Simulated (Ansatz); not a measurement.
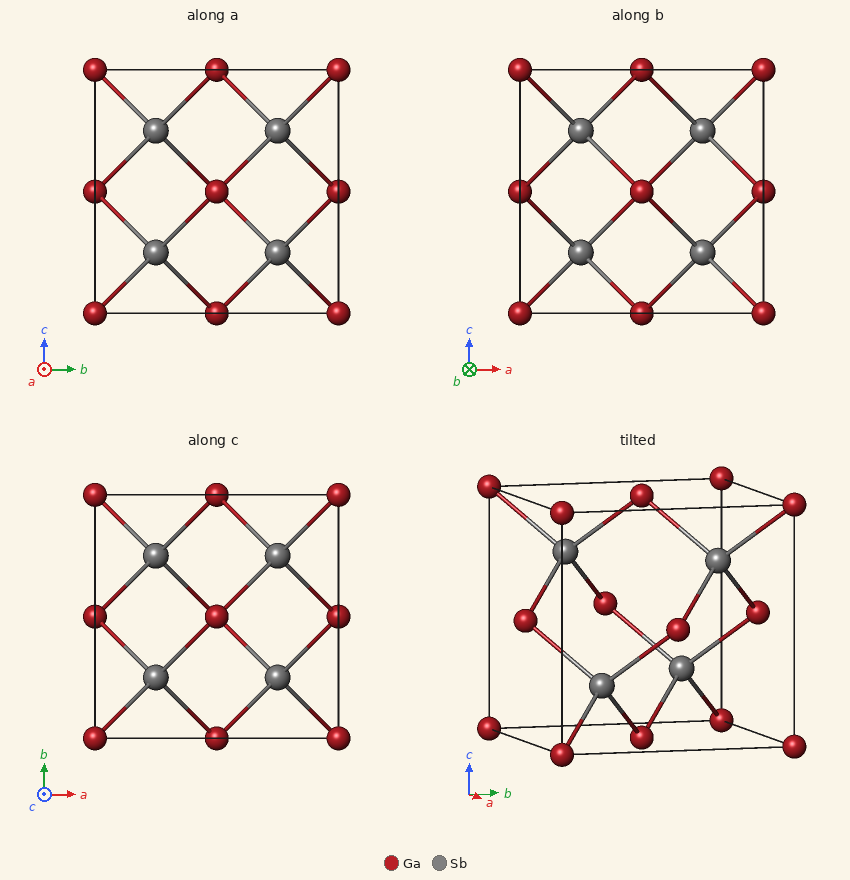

Shown here is a ball-and-stick view of the crystal, taken along the a axis, along the b axis, along the c axis and slightly off an axis. The wireframe shows the conventional unit cell.

Lattice parameters: a = 6.1318 Å, b = 6.1318 Å, c = 6.1318 Å, α = 90.000°, β = 90.000°, γ = 90.000°.

Q: Convert the drawing into a CIF with its space group and independent sites.

A:
```cif
data_structure
_symmetry_space_group_name_H-M 'F -4 3 m'
_symmetry_Int_Tables_number 216
_cell_length_a 6.1318
_cell_length_b 6.1318
_cell_length_c 6.1318
_cell_angle_alpha 90.000
_cell_angle_beta 90.000
_cell_angle_gamma 90.000
_cell_volume 230.54
loop_
_atom_site_label
_atom_site_type_symbol
_atom_site_symmetry_multiplicity
_atom_site_Wyckoff_symbol
_atom_site_fract_x
_atom_site_fract_y
_atom_site_fract_z
_atom_site_occupancy
Ga1 Ga 4 a 0.0000 0.0000 0.0000 1
Sb1 Sb 4 d 0.2500 0.2500 0.7500 1
```

Provenance: a structure type filled with these elements by a generator (whether the compound takes this form wasn't checked). Earlier steps of the study, as a rule a relaxation of our own, may have changed the cell and positions, so they can lie some per cent off the listed ones. Ansatz was used for an electronic-structure calculation on it.
